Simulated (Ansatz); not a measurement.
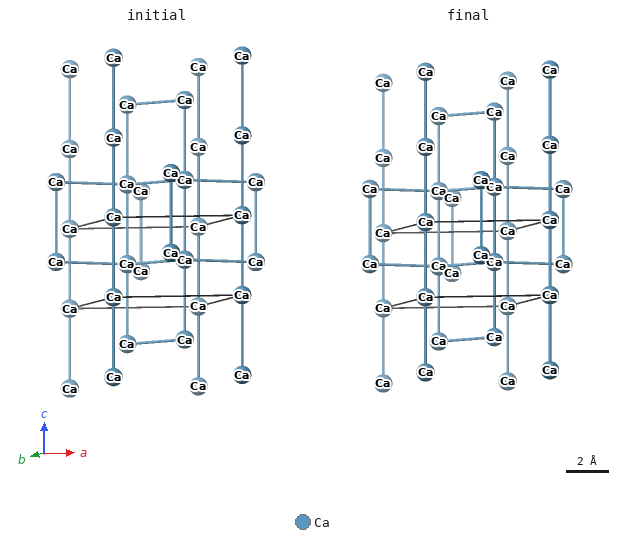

The structure of crystalline Ca (a generated structure, set up in P6/mmm) before (left) and after (right) a relaxation, at one scale.

Style: ball-and-stick. Shown: the cell of the calculation, repeated 1 × 1 × 2 with one cell outlined, from a free direction.

Phase: omega (AlB2-type).

Method: DFT, LDA (PW92), plane waves (420 eV) with PAW, scalar-relativistic in Ansatz. Set-up: plane-wave cutoff 420 eV; k-point mesh 6 × 6 × 8; occupations fermi dirac; smearing width 0.1 eV; no spin polarisation; cell and atoms relaxed; force threshold 0.01 eV/Å; at most 60 steps.

> What changed between the two?

No atom moves by more than 0.005 Å relative to the cell. Cell: a = b 6.271 → 6.067 Å (−3.2 %), c 3.844 → 3.619 Å (−5.9 %). Volume −11.9 %. Some distances before and after: Ca–Ca 3.844 → 3.619 Å, Ca–Ca 3.620 → 3.503 Å. The space group stays P6/mmm (No. 191). Over 3 accepted moves (4 points after the start) the energy falls by 35.1 meV per atom. All forces vanish by symmetry, so only the cell relaxes. Pressure: −1.90 GPa at the start and −0.01 GPa at the end. At 1 point the geometry stayed and the basis and grid were re-selected for the new cell (energy shift of less than 0.05 meV per atom at most each time). The program noted that a PAW file was made for another functional than the run's.
